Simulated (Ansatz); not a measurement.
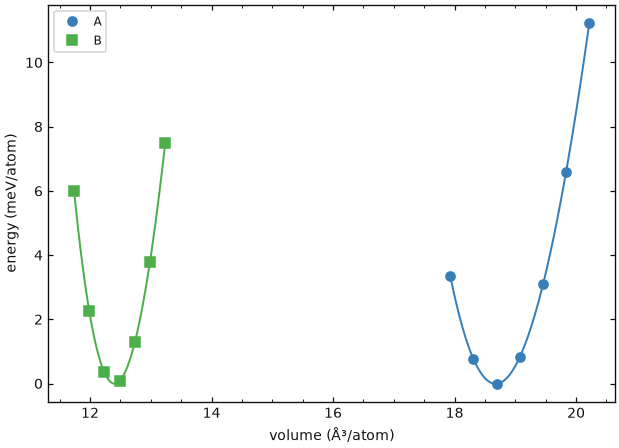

The figure compares two calculations of the energy against volume, each curve from its own zero. The first is for NaF, space group Fm-3m (No. 225).

The cell holds 2 atoms.

Method: all-electron LAPW DFT, no spin polarisation; energies at scaled volumes of the given cell, shape and fractions fixed, counted from the fit's minimum, third-order Birch-Murnaghan fit (Ansatz 0.2.0). Level: PBEsol.

- k mesh: 10×10×10
- occupations: Fermi–Dirac
- smearing width: 0.05 eV
- potentials: all electron LAPW, scalar relativistic
- program settings: basis error eV/atom 0.001

In the second, Na is replaced by K on all its sites, which gives KF in the same structure. The second calculation uses k mesh 9×9×9.

Question: Which of A and B is the second calculation, and what did the change do?

Answer: A. The equilibrium volume rises from 12.40 to 18.68 Å³/atom (+51 %) and the bulk modulus falls from 48.5 to 33.2 GPa (−32 %).

V0 and the bulk modulus come from third-order Birch–Murnaghan fits.
